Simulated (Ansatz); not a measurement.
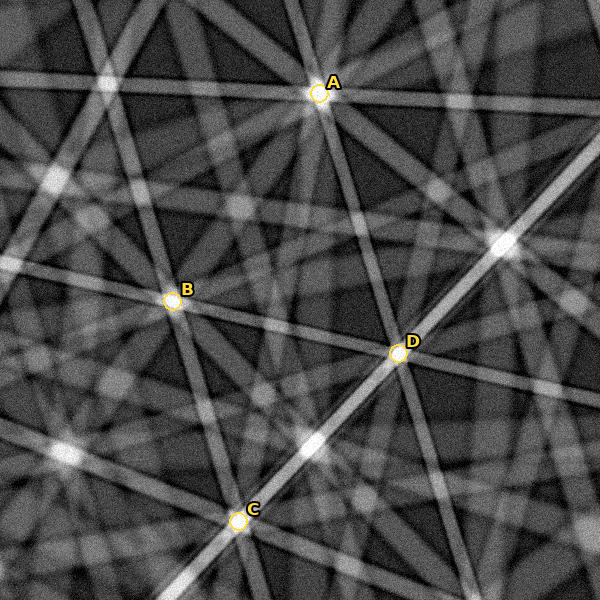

Simulated Kikuchi (electron backscatter) pattern at 30 kV: kinematic bands of width 2θ(Bragg) in gnomonic projection, seen from the camera side; the frame spans ±31° from its centre. Crystal: Na, space group Fmmm (No. 69), a = 3.780 Å, b = 6.154 Å, c = 13.030 Å. Structure: coordinates from a relaxation with Ansatz, DFT PBE, scalar-relativistic, plane waves, PAW; the starting structure was generated, so it need not be a known form of this composition.

Pole A is [0-11] and pole B is [2-11].

Index the poles C and D.

Answer. C is [301], 47.0° from A and 24.6° from B. D is [101], 29.7° from A and 26.0° from B.

Which band joins A and D, and how wide is it?

Answer. It comes from the planes common to both zones. The strongest order is 1 -1 -1 with d = 3.127 Å, so the band is 2θ = 1.3° wide (λ = 0.0698 Å).
